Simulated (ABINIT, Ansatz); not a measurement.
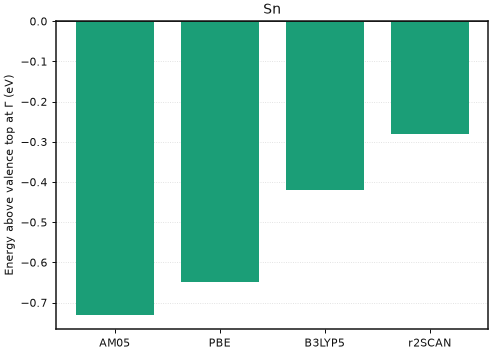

Lowest conduction level at Γ, counted from the valence-band top at Γ, by several methods on one cell of diamond-type Sn, space group Fd-3m, 2 atoms in the primitive cell; cubic a = 6.467 Å. All runs are without spin-orbit coupling and carry no moments. The cell is at 4 GPa in PBE. A negative value at Γ means that the s-like level, then filled, lies under the p-like triplet: the bands are inverted and there is no gap.

| method | program | Γ (eV) |
| --- | --- | --- |
| AM05 | ABINIT | −0.73 |
| PBE | Ansatz | −0.65 |
| B3LYP5 | Ansatz | −0.42 |
| r2SCAN | Ansatz | −0.28 |

Estimate the PBE0 values. It was run as: PBE0, Ansatz PAW, 4×4×4 k mesh, 420 eV cutoff, Fermi-Dirac smearing of 0.05 eV (Ansatz).

Answer. PBE0 gives 0.67 eV at Γ, which is +1.32 eV from PBE at Γ.

Which methods leave a gap at Γ?

Answer. PBE0 (0.67 eV); under AM05, PBE, B3LYP5 and r2SCAN the bands are inverted and the gap is closed.

How do the methods rank at Γ?

Answer. From low to high: AM05 −0.73, PBE −0.65, B3LYP5 −0.42, r2SCAN −0.28, PBE0 0.67 eV. Too close to rank are AM05 against PBE (different programs, potentials, meshes and cutoffs).

Settings. AM05: JTH PAW PBE v2.0, 7×7×7 k mesh, 408 eV cutoff, Fermi-Dirac smearing of 0.05 eV (ABINIT 10.8.3 (patched build)). PBE: Ansatz PAW, 13×13×13 k mesh, 420 eV cutoff, Fermi-Dirac smearing of 0.05 eV (Ansatz 0.2.0). B3LYP5: Ansatz PAW, 4×4×4 k mesh, 420 eV cutoff, Fermi-Dirac smearing of 0.05 eV (Ansatz). r2SCAN: Ansatz PAW, 7×7×7 k mesh, 500 eV cutoff, Fermi-Dirac smearing of 0.05 eV (Ansatz 0.2.0).

These are five of the 38 methods that were run on this cell. Runs that lie over 0.07 eV from the median of the programs for their method weren't drawn. The runs come from different programs and meshes, which adds differences of its own. Spin-orbit coupling is left out, which matters for Sn. This isn't the form of Sn at room conditions, which is tetragonal (white tin). AM05, B3LYP5, r2SCAN and PBE0: the PAW data sets were made with another functional. B3LYP5 and PBE0: the k mesh is coarse, so the values aren't converged, least of all with exact exchange.
